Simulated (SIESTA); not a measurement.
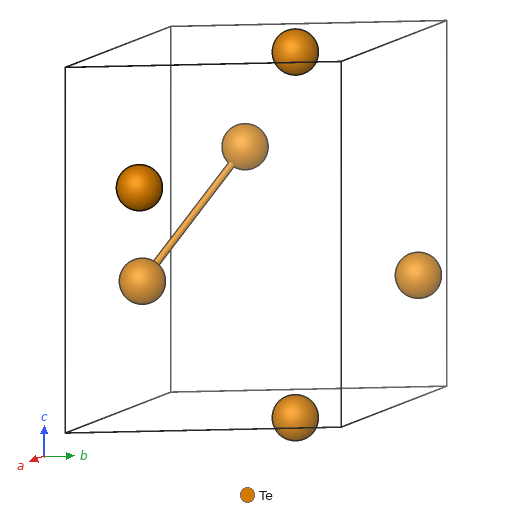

System: Te, space group P3_121 (No. 152). The picture shows the conventional cell.

The given structure:
```
CELL_PARAMETERS angstrom
4.45400 0.00000 0.00000
-2.22700 3.85728 0.00000
0.00000 0.00000 5.92400
ATOMIC_POSITIONS crystal
Te 0.73100 0.73100 0.00000
Te 0.00000 0.26900 0.66667
Te 0.26900 0.00000 0.33333
```

How it was computed, with SIESTA 5.4.2: DFT in numerical atomic orbitals with pseudopotentials, no spin polarisation; energies at scaled volumes of the given cell, shape and fractions fixed, counted from the fit's minimum, third-order Birch-Murnaghan fit. Level: PBEsol.

- k mesh: 7×7×5
- occupations: Fermi–Dirac
- smearing width: 0.05 eV
- potentials: PseudoDojo 0.4 standard, converted to PSML, two zetas on semicore shells
- program settings: basis DZP, mesh cutoff 500 Ry

Predict the energy and pressure against volume. The volume takes the values 31.89, 32.57, 33.25, 33.93, 34.60, 35.28, 35.96 Å³/atom.

A third-order Birch–Murnaghan fit gives V0 = 34.15 Å³/atom, B0 = 48.3 GPa and B′ = 4.8. The energy is 25.76 meV/atom at volume 31.89 Å³/atom and 13.04 meV/atom at 35.96 Å³/atom; the lowest computed point is at volume 33.93 Å³/atom (0.05 meV/atom), in a single well. The pressure falls from 3.94 GPa at volume 31.89 Å³/atom to −2.18 GPa at 35.96 Å³/atom, and changes sign near 34.18 Å³/atom.

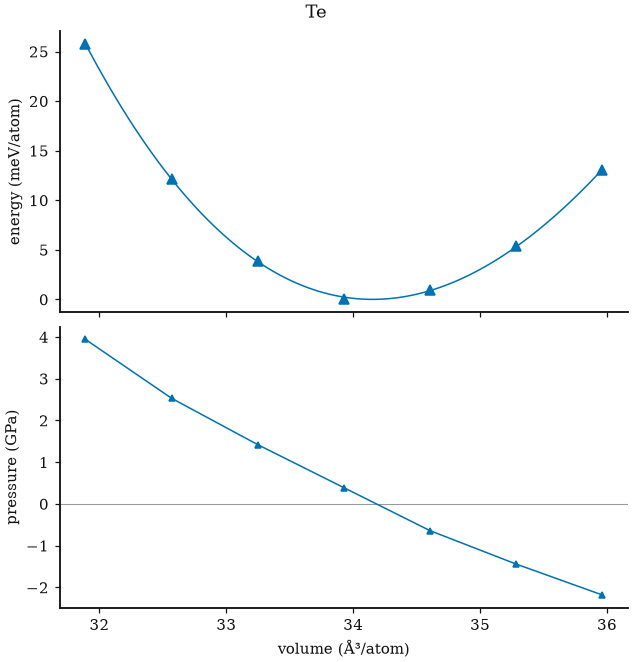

Note: mulliken charges of long orbitals; shape and atomic fractions are frozen while scaling, which makes layered, chain and framework solids too stiff.
